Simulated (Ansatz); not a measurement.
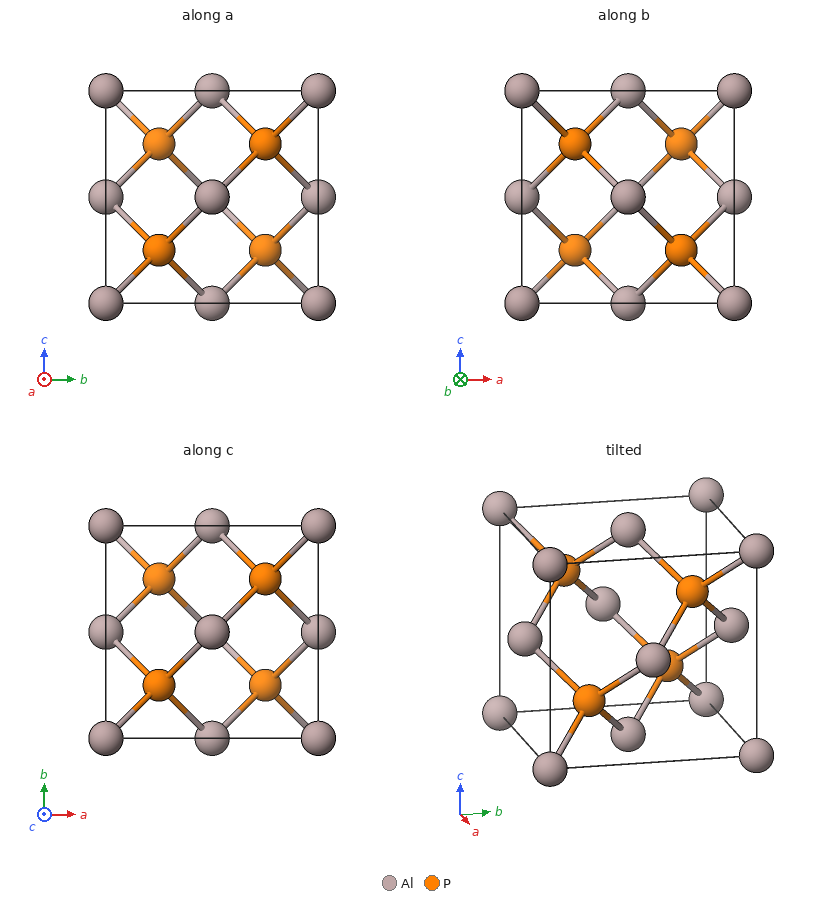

Crystal structure, ball-and-stick style, seen along the a axis, along the b axis, along the c axis and slightly off an axis. One conventional unit cell is framed, with atoms on its boundary repeated.

Lattice parameters: a = 5.479 Å, b = 5.479 Å, c = 5.479 Å, α = 90.00°, β = 90.00°, γ = 90.00°. Put a along x and b in the xy plane.

**Turn the picture into a POSCAR file.**

```
Al P
1.0
     5.479    0.000    0.000
     0.000    5.479    0.000
     0.000    0.000    5.479
Al P
4 4
Direct
  0.0000 0.0000 0.0000
  0.0000 0.5000 0.5000
  0.5000 0.0000 0.5000
  0.5000 0.5000 0.0000
  0.2500 0.2500 0.7500
  0.2500 0.7500 0.2500
  0.7500 0.2500 0.2500
  0.7500 0.7500 0.7500
```

Origin of the cell: a structure type filled with these elements by a generator (whether the compound takes this form wasn't checked). Earlier steps of the study may have refined or changed the cell and positions. Ansatz was used for an electronic-structure calculation on it.
